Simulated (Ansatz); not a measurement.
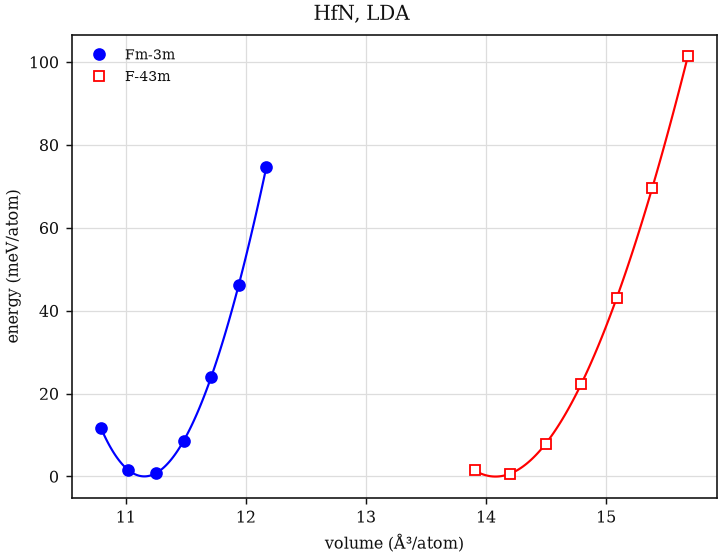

The plot gives the computed energy against volume, with one curve for each structure, for HfN. Each energy curve has its own zero, so the curves don't rank the structures.

Method: all-electron LAPW DFT, no spin polarisation; energies at scaled volumes of the given cell, shape and fractions fixed, counted from the fit's minimum, third-order Birch-Murnaghan fit (Ansatz 0.2.0). Level: LDA.

```
       setting                                   value
   occupations                             Fermi–Dirac
smearing width                                 0.05 eV
    potentials  all electron LAPW, scalar relativistic
```

Settings that differ: Fm-3m: k mesh 10×10×10; F-43m: k mesh 9×9×9.

Give the values behind the plot as a table.

Fm-3m:
```json
{"volume (Å³/atom)": "10.79", "energy (meV/atom)": "11.68"}
{"volume (Å³/atom)": "11.02", "energy (meV/atom)": "1.50"}
{"volume (Å³/atom)": "11.25", "energy (meV/atom)": "0.79"}
{"volume (Å³/atom)": "11.48", "energy (meV/atom)": "8.59"}
{"volume (Å³/atom)": "11.71", "energy (meV/atom)": "24.02"}
{"volume (Å³/atom)": "11.94", "energy (meV/atom)": "46.29"}
{"volume (Å³/atom)": "12.17", "energy (meV/atom)": "74.70"}
```

F-43m:
```json
{"volume (Å³/atom)": "13.91", "energy (meV/atom)": "1"}
{"volume (Å³/atom)": "14.20", "energy (meV/atom)": "1"}
{"volume (Å³/atom)": "14.50", "energy (meV/atom)": "8"}
{"volume (Å³/atom)": "14.79", "energy (meV/atom)": "22"}
{"volume (Å³/atom)": "15.09", "energy (meV/atom)": "43"}
{"volume (Å³/atom)": "15.38", "energy (meV/atom)": "70"}
{"volume (Å³/atom)": "15.68", "energy (meV/atom)": "101"}
```
